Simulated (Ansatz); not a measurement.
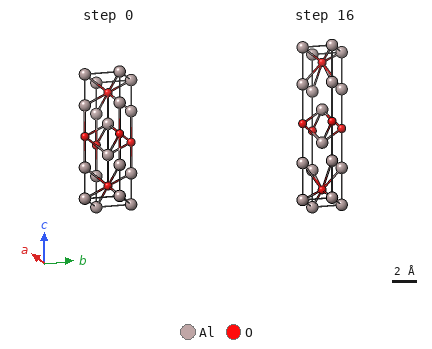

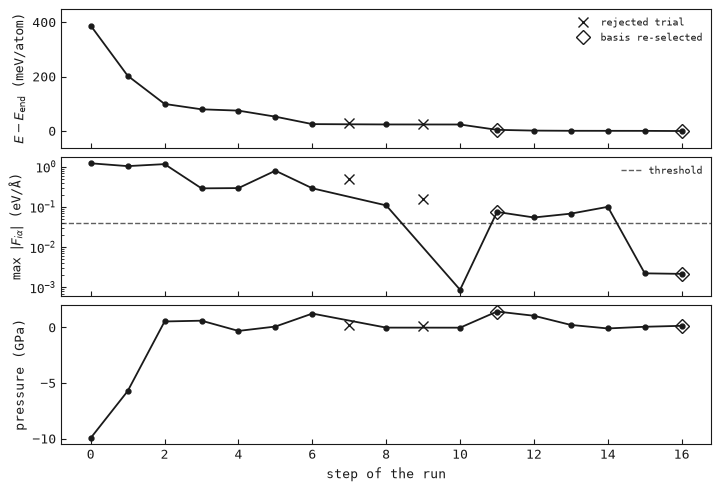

First and last geometry of a relaxation of a crystal of Al$_{5}$O$_{3}$ (a generated structure, set up in P4/mmm) (coarse preliminary run), with the history of the run. Style: ball-and-stick. Shown: the cell of the calculation, from a free direction.

These are results of Ansatz, DFT PBE, scalar-relativistic, plane waves, PAW, not measurements.

Input file:
```yaml
crystal:
  lattice:
    - [3.15007514, 0.0, 0.0]
    - [0.0, 3.15007514, 0.0]
    - [0.0, 0.0, 11.0402264]
  atoms:
    - { symbol: Al, position: [0.0, 0.0, 0.25] }
    - { symbol: Al, position: [0.0, 0.0, 0.75] }
    - { symbol: Al, position: [0.0, 0.0, 0.0] }
    - { symbol: Al, position: [0.5, 0.5, 0.375] }
    - { symbol: Al, position: [0.5, 0.5, 0.625] }
    - { symbol: O, position: [0.5, 0.5, 0.125] }
    - { symbol: O, position: [0.5, 0.5, 0.875] }
    - { symbol: O, position: [0.0, 0.0, 0.5] }
basis:
  ecutwfc: 420
kpoints:
  mp_grid: { grid: [6, 6, 2] }
hamiltonian:
  xc: pbe
scf:
  occupations: { method: gaussian, width: 0.1 }
  lower_state_search: "off"
output:
  forces: true
  stress: true
  eigenvalues: true
relax:
  adjacent_minimum: "off"
  f_tol: 0.04
  max_steps: 70
  cell: { stress_tol: 0.4 }
```

Command:
```bash
ansatz run input.yaml --threads 1 --pin off --max-ram 2048MiB --backend cpu --events-out ev --progress --plain --runs-dir out
```

**What do the curves and the structures tell?**

It converged. The largest moves relative to the cell, 0.57 Å, are those of O6 and O7. O7 goes along +c. By element the largest moves are O 0.57 Å, Al 0.23 Å. The volume changes by −12.5 %, with a = b 3.150 → 2.660 Å (−15.6 %), c 11.040 → 13.553 Å (+22.8 %). Some distances before and after: Al4–O6 2.760 → 4.190 Å, Al1–O8 2.760 → 3.494 Å, Al3–O6 2.620 → 2.189 Å, Al1–O6 2.620 → 2.866 Å. The space group stays P4/mmm (No. 123). After 12 accepted moves (16 points after the start) the energy has fallen by 388 meV per atom. Largest force component: 1.2 eV/Å at the start, 0.0022 eV/Å at the end. Pressure: −9.94 GPa at the start and 0.15 GPa at the end. The line search rejected the trial steps at points 7, 9 of the run. At 2 points the geometry stayed and the basis and grid were re-selected for the new cell (energy shift of 19.6 meV per atom at most each time). Cost: 44 s on 1 thread of Arm Neoverse V2 (shared host), peak memory 0.36 GiB.
